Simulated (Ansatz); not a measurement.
## What a change does: single-point calculation on Ba$_{8}$Hf$_{8}$O$_{24}$

System: Ba$_{8}$Hf$_{8}$O$_{24}$ (40 atoms in the cell).
Method of run A: DFT, HSE06, PAW, plane waves (Ansatz 0.2.0).

The structure was built on a prototype by a generator; it need not be a known phase. Text and figures count atoms from 1; the logs count them from 0 in places.

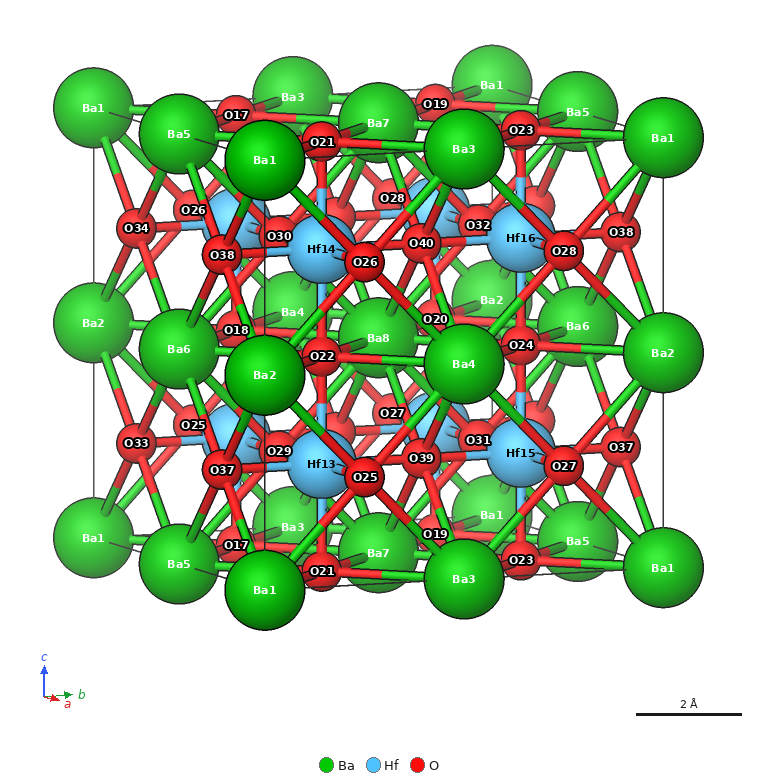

The structure as given in the input (ball-and-stick view of the cell of the calculation, seen slightly off an axis; atoms are numbered from 1 in the order of the input).

## The input, run A
```yaml
crystal:
  lattice:
    - [8.315187, 0.000000, 0.000000]
    - [0.000000, 8.315187, 0.000000]
    - [0.000000, 0.000000, 8.315187]
  atoms:
    - { symbol: Ba, position: [0.000000, 0.000000, 0.000000] }
    - { symbol: Ba, position: [0.000000, 0.000000, 0.500000] }
    - { symbol: Ba, position: [0.000000, 0.500000, 0.000000] }
    - { symbol: Ba, position: [0.000000, 0.500000, 0.500000] }
    - { symbol: Ba, position: [0.500000, 0.000000, 0.000000] }
    - { symbol: Ba, position: [0.500000, 0.000000, 0.500000] }
    - { symbol: Ba, position: [0.500000, 0.500000, 0.000000] }
    - { symbol: Ba, position: [0.500000, 0.500000, 0.500000] }
    - { symbol: Hf, position: [0.250000, 0.250000, 0.250000] }
    - { symbol: Hf, position: [0.250000, 0.250000, 0.750000] }
    - { symbol: Hf, position: [0.250000, 0.750000, 0.250000] }
    - { symbol: Hf, position: [0.250000, 0.750000, 0.750000] }
    - { symbol: Hf, position: [0.750000, 0.250000, 0.250000] }
    - { symbol: Hf, position: [0.750000, 0.250000, 0.750000] }
    - { symbol: Hf, position: [0.750000, 0.750000, 0.250000] }
    - { symbol: Hf, position: [0.750000, 0.750000, 0.750000] }
    - { symbol: O, position: [0.250000, 0.250000, 0.000000] }
    - { symbol: O, position: [0.250000, 0.250000, 0.500000] }
    - { symbol: O, position: [0.250000, 0.750000, 0.000000] }
    - { symbol: O, position: [0.250000, 0.750000, 0.500000] }
    - { symbol: O, position: [0.750000, 0.250000, 0.000000] }
    - { symbol: O, position: [0.750000, 0.250000, 0.500000] }
    - { symbol: O, position: [0.750000, 0.750000, 0.000000] }
    - { symbol: O, position: [0.750000, 0.750000, 0.500000] }
    - { symbol: O, position: [0.000000, 0.250000, 0.250000] }
    - { symbol: O, position: [0.000000, 0.250000, 0.750000] }
    - { symbol: O, position: [0.000000, 0.750000, 0.250000] }
    - { symbol: O, position: [0.000000, 0.750000, 0.750000] }
    - { symbol: O, position: [0.500000, 0.250000, 0.250000] }
    - { symbol: O, position: [0.500000, 0.250000, 0.750000] }
    - { symbol: O, position: [0.500000, 0.750000, 0.250000] }
    - { symbol: O, position: [0.500000, 0.750000, 0.750000] }
    - { symbol: O, position: [0.250000, 0.000000, 0.250000] }
    - { symbol: O, position: [0.250000, 0.000000, 0.750000] }
    - { symbol: O, position: [0.250000, 0.500000, 0.250000] }
    - { symbol: O, position: [0.250000, 0.500000, 0.750000] }
    - { symbol: O, position: [0.750000, 0.000000, 0.250000] }
    - { symbol: O, position: [0.750000, 0.000000, 0.750000] }
    - { symbol: O, position: [0.750000, 0.500000, 0.250000] }
    - { symbol: O, position: [0.750000, 0.500000, 0.750000] }
kpoints:
  mp_grid: { grid: [1, 1, 1] }
hamiltonian:
  xc: hse06
scf:
  occupations: { method: fermi_dirac, width: 0.01 }
output:
  forces: true
  eigenvalues: true
  populations: true
  eigenstates: { kpoints: [[0, 0, 0]], e_range: [-6.0, 6.0], localisation: true }
```

Hardware: 7 CPU threads, shared host.

## Output, shortened to warnings, some set-up lines, iterations and results (run A)
```
Basis set: ecut = 420 eV, 11123 PW (Γ), exchange–correlation on 120×120×120 points (8 copies of the dense FFT grid, shifted against one another)
Symmetry: 384 space group operations
k-points: 1
Initial density: superposition of atomic densities (neutral atoms: chi_scale 0, normalization atom), corrected by the library's trained network
[...]
SCF iter   1: F=—  HF=-187053.830085 eV  |F-HF|=—  |Δ(HF+E_count)|=         —  Δρ=7.91e-3  dr2=3.39e-1  ethr=1.77e-3  ⟨swp⟩=12.0  Hψ=1183  notcnv=0
SCF iter   2: F=—  HF=-187053.758243 eV  |F-HF|=—  |Δ(HF+E_count)|=   7.18e-2  Δρ=2.54e-3  dr2=2.48e-2  ethr=5.79e-6  ⟨swp⟩=9.0  Hψ=1545  notcnv=0  defer=10
SCF iter   3: F=—  HF=-187053.751294 eV  |F-HF|=—  |Δ(HF+E_count)|=   6.95e-3  Δρ=8.11e-4  dr2=1.66e-3  ethr=5.75e-6  ⟨swp⟩=20.0  Hψ=745  notcnv=3  defer=4
SCF iter   4: F=-187053.751180 eV  HF=-187053.751257 eV  |F-HF|=7.76e-5  |Δ(HF+E_count)|=   3.70e-5  Δρ=1.64e-4  dr2=5.52e-5  ethr=3.84e-7  ⟨swp⟩=20.0  Hψ=769  notcnv=1  …
SCF 1 stopped early in 4 iterations: F = -187053.751180 eV  dr2 = 5.52e-5
[... 8 lines ...]
SCF iter   2: F=—  HF=-187092.988319 eV  |F-HF|=—  |Δ(HF+E_count)|=   6.12e-5  Δρ=4.81e-5  dr2=8.48e-6  ethr=2.45e-9  ⟨swp⟩=6.0  Hψ=949  notcnv=0
SCF iter   3: F=—  HF=-187092.988318 eV  |F-HF|=—  |Δ(HF+E_count)|=   1.14e-6  Δρ=1.76e-5  dr2=7.61e-7  ethr=1.81e-9  ⟨swp⟩=3.0  Hψ=568  notcnv=0
SCF iter   4: F=—  HF=-187092.988322 eV  |F-HF|=—  |Δ(HF+E_count)|=   3.98e-6  Δρ=3.25e-6  dr2=2.37e-8  ethr=1.12e-10  ⟨swp⟩=5.0  Hψ=802  notcnv=0
SCF iter   5: F=-187092.988322 eV  HF=-187092.988322 eV  |F-HF|=1.95e-9  |Δ(HF+E_count)|=   3.13e-8  Δρ=6.47e-7  dr2=4.13e-9  ethr=8.55e-12 (applied; sched 4.89e-12)  …
SCF 3 converged in 5 iterations: F = -187092.988322 eV  dr2 = 4.13e-9
  Residual-converged pass: ⟨swp⟩=3.0  Hψ=389  notcnv=0  max |occ|·‖R‖ = 6.4e-6 eV (tolerance 6.7e-6 eV)  dr2=4.23e-9  dr2_onsite=1.22e-9  max |Δocc| = 0.0e0
hybrid outer 2: dexx = +2.083e-5 eV, tail = 6.96e-7 eV, Δε = 9.72e-3 eV (about 3.09e-4 eV left of the loop's levels)
NSCF: frozen V_eff on 1 k-points
hybrid SCF converged: 2 outer / 11 inner (+4 warm-up), last move |dexx| = 2.08e-5 eV, tail = 6.96e-7 eV
Stability not checked: this state was not tested for a lower state beside it, because the functional holds exact exchange (a hybrid, or Hartree-Fock), whose exchange loop this test does not read (fock_operator; see scf.lower_state_search)
Free energy (F): -187092.988319 eV
Harris-Foulkes:  -187092.988319 eV  (|F-HF|=1.95e-9)
Internal energy: -187092.988319 eV  (E = F + TS)
E sigma→0 (E₀):  -187092.988319 eV
Fermi energy:    13.316091 eV
--- Per-component energies (eV) ---
  E_band       = -1260.196708
  E_kinetic    = 8954.224164
  E_local      = -63684.267731  (includes V_loc(G=0)·N_el)
  E_nonlocal   = -8482.104409
  E_hartree    = 29021.795610
  E_xc         = -4410.200160
  E_vxc        = -4368.743235  (∫ρ·V_xc dr)
  E_exx        = -1546.000841  (= α·E_x^exact, valence–valence)
  E_paw        = -100536.599815  (= ΣΔE_a)
  E_vpaw       = 11369.047299  (= ΣTr[D̂ρ^β])
  E_aug_tail   = 0.060001  (compensation charges beyond the density's cutoff)
  E_ewald      = -46417.285656
  E_core_change = 7.390520  (= ΣΔE_core)
  E_smearing   = -0.000000  (= −TS)
  E_closure    = -0.000002  (closes the sum)
  Σ components = -187092.988319   (vs F -187092.988319, Δ=0.00e0)
--- Forces (eV/Å), atoms counted from 1 ---
  atom   1  Ba     0.00000000     0.00000000     0.00000000
  atom   2  Ba     0.00000000     0.00000000    -0.00000000
  atom   3  Ba     0.00000000    -0.00000000     0.00000000
  atom   4  Ba     0.00000000     0.00000000    -0.00000000
  atom   5  Ba     0.00000000     0.00000000     0.00000000
  atom   6  Ba     0.00000000     0.00000000    -0.00000000
  atom   7  Ba     0.00000000    -0.00000000     0.00000000
  atom   8  Ba     0.00000000    -0.00000000    -0.00000000
  atom   9  Hf     0.00000000     0.00000000    -0.00000000
  atom  10  Hf     0.00000000    -0.00000000    -0.00000000
  atom  11  Hf     0.00000000     0.00000000     0.00000000
  atom  12  Hf     0.00000000    -0.00000000     0.00000000
  atom  13  Hf     0.00000000    -0.00000000    -0.00000000
  atom  14  Hf     0.00000000    -0.00000000    -0.00000000
  atom  15  Hf     0.00000000    -0.00000000    -0.00000000
  atom  16  Hf     0.00000000    -0.00000000    -0.00000000
  atom  17  O      0.00000000     0.00000000     0.00000000
  atom  18  O      0.00000000     0.00000000    -0.00000000
[...]
```

Run B used a changed input.

## The two runs side by side

| quantity | run A | run B |
| --- | --- | --- |
| outcome | converged | converged |
| free energy per atom (eV) | −4677.3247 | −4682.6203 |
| largest force (eV/Å) | 0.000 | 0.000 |
| SCF iterations | 15 | 8 |
| irreducible k-points | 1 | 1 |
| plane waves at Γ | 11123 | 14531 |
| wall time (shared host) | 2.4 min | 7.6 s |

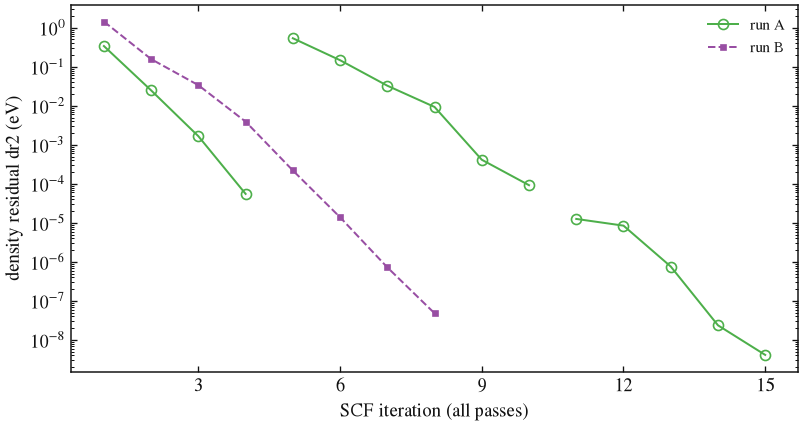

Convergence of the two runs: density residual dr2 against the SCF iteration. A break in a curve parts two SCF passes. Run A takes 15 iterations in all, and run B takes 8.

Which change of the input explains these differences?

The change (lines with − go, lines with + come):
```diff
-  xc: hse06
+  xc: r2scan
```

The total energies belong to different methods, so their difference says nothing on which is more stable or more accurate. The functional changes from HSE06 to r2SCAN. The SCF takes 8 iterations against 15. The default cutoff goes from 420 to 500 eV with the change. The plane waves at Γ go from 11123 to 14531.

## Output, shortened to warnings, some set-up lines, iterations and results (run B)
```
Basis set: ecut = 500 eV, 14531 PW (Γ), exchange–correlation on 256×256×256 points (64 copies of the dense FFT grid, shifted against one another)
Symmetry: 384 space group operations
k-points: 1
Initial density: superposition of atomic densities (neutral atoms: chi_scale 0, normalization atom), corrected by the library's trained network
[...]
SCF iter   1: F=—  HF=-187304.086706 eV  |F-HF|=—  |Δ(HF+E_count)|=         —  Δρ=1.52e-2  dr2=1.44e0  dr2_τ=2.40e0  ethr=1.77e-3  ⟨swp⟩=6.0  Hψ=952  notcnv=0  defer=9
SCF iter   2: F=—  HF=-187304.818155 eV  |F-HF|=—  |Δ(HF+E_count)|=   7.31e-1  Δρ=6.60e-3  dr2=1.57e-1  dr2_τ=4.67e-2  ethr=3.33e-4  ⟨swp⟩=2.0  Hψ=483  notcnv=0  defer=36
SCF iter   3: F=—  HF=-187304.812094 eV  |F-HF|=—  |Δ(HF+E_count)|=   6.06e-3  Δρ=3.47e-3  dr2=3.37e-2  dr2_τ=4.60e-3  ethr=3.64e-5  ⟨swp⟩=4.0  Hψ=451  notcnv=0  defer=36
SCF iter   4: F=—  HF=-187304.812238 eV  |F-HF|=—  |Δ(HF+E_count)|=   1.44e-4  Δρ=7.31e-4  dr2=3.92e-3  dr2_τ=8.71e-4  ethr=7.81e-6  ⟨swp⟩=2.0  Hψ=384  notcnv=0  defer=36
SCF iter   5: F=—  HF=-187304.809484 eV  |F-HF|=—  |Δ(HF+E_count)|=   2.75e-3  Δρ=2.72e-4  dr2=2.20e-4  dr2_τ=4.12e-5  ethr=9.08e-7  ⟨swp⟩=2.0  Hψ=446  notcnv=0  defer=36
SCF iter   6: F=—  HF=-187304.809505 eV  |F-HF|=—  |Δ(HF+E_count)|=   2.16e-5  Δρ=6.44e-5  dr2=1.39e-5  dr2_τ=2.40e-6  ethr=5.10e-8  ⟨swp⟩=2.0  Hψ=440  notcnv=0  defer=36
SCF iter   7: F=—  HF=-187304.810715 eV  |F-HF|=—  |Δ(HF+E_count)|=   1.21e-3  Δρ=9.99e-6  dr2=7.24e-7  dr2_τ=3.36e-8  ethr=3.23e-9  ⟨swp⟩=2.0  Hψ=400  notcnv=0  defer=36
SCF iter   8: F=-187304.810715 eV  HF=-187304.810715 eV  |F-HF|=3.16e-8  |Δ(HF+E_count)|=   6.59e-8  Δρ=2.98e-6  dr2=4.82e-8  dr2_τ=6.84e-9  ethr=2.31e-11  ⟨swp⟩=15.0  …
SCF 1 converged in 8 iterations: F = -187304.810715 eV  dr2 = 4.82e-8
NSCF: frozen V_eff on 1 k-points
SCF converged after 8 iterations
Free energy (F): -187304.810715 eV
Harris-Foulkes:  -187304.810715 eV  (|F-HF|=3.16e-8)
Internal energy: -187304.810715 eV  (E = F + TS)
E sigma→0 (E₀):  -187304.810715 eV
Fermi energy:    13.529628 eV
--- Per-component energies (eV) ---
  E_band       = -562.040169
  E_kinetic    = 8990.115649
  E_local      = -63805.981863  (includes V_loc(G=0)·N_el)
  E_nonlocal   = -8386.954934
  E_hartree    = 29101.522683
  E_xc         = -5314.135367
  E_vxc        = -6098.534804  (∫ρ·V_xc dr)
  E_paw        = -101474.483695  (= ΣΔE_a)
  E_vpaw       = 10201.400799  (= ΣTr[D̂ρ^β])
  E_aug_tail   = 0.023548  (compensation charges beyond the density's cutoff)
  E_vtau       = 334.841559  (kinetic-family band-sum trace: ∫τ·v_τ [+ j·A + Jᵃ·Aᵃ] dr)
  E_ewald      = -46417.285656
  E_core_change = 2.368920  (= ΣΔE_core)
  E_smearing   = -0.000000  (= −TS)
  E_closure    = 0.000000  (closes the sum)
  Σ components = -187304.810715   (vs F -187304.810715, Δ=0.00e0)
--- Forces (eV/Å), atoms counted from 1 ---
  atom   1  Ba     0.00000000     0.00000000     0.00000000
  atom   2  Ba    -0.00000000     0.00000000     0.00000000
  atom   3  Ba    -0.00000000     0.00000000    -0.00000000
  atom   4  Ba    -0.00000000     0.00000000     0.00000000
  atom   5  Ba     0.00000000    -0.00000000    -0.00000000
  atom   6  Ba    -0.00000000    -0.00000000     0.00000000
  atom   7  Ba    -0.00000000    -0.00000000    -0.00000000
  atom   8  Ba     0.00000000    -0.00000000    -0.00000000
  atom   9  Hf    -0.00000000    -0.00000000     0.00000000
  atom  10  Hf    -0.00000000    -0.00000000     0.00000000
  atom  11  Hf    -0.00000000    -0.00000000    -0.00000000
  atom  12  Hf    -0.00000000    -0.00000000    -0.00000000
  atom  13  Hf    -0.00000000    -0.00000000    -0.00000000
  atom  14  Hf    -0.00000000    -0.00000000     0.00000000
  atom  15  Hf    -0.00000000    -0.00000000     0.00000000
  atom  16  Hf    -0.00000000    -0.00000000     0.00000000
  atom  17  O     -0.00000000    -0.00000000    -0.00000000
  atom  18  O     -0.00000000    -0.00000000    -0.00000000
  atom  19  O     -0.00000000    -0.00000000     0.00000000
  atom  20  O     -0.00000000    -0.00000000    -0.00000000
  atom  21  O     -0.00000000    -0.00000000     0.00000000
  atom  22  O     -0.00000000    -0.00000000     0.00000000
  atom  23  O     -0.00000000     0.00000000    -0.00000000
  atom  24  O     -0.00000000     0.00000000    -0.00000000
  atom  25  O     -0.00000000    -0.00000000     0.00000000
  atom  26  O     -0.00000000     0.00000000    -0.00000000
  atom  27  O     -0.00000000     0.00000000     0.00000000
  atom  28  O     -0.00000000     0.00000000    -0.00000000
[...]
```

For both runs: Spin–orbit coupling is left out, which matters for Hf. The k-point mesh is coarse for a cell of this size, so the results may not be converged.
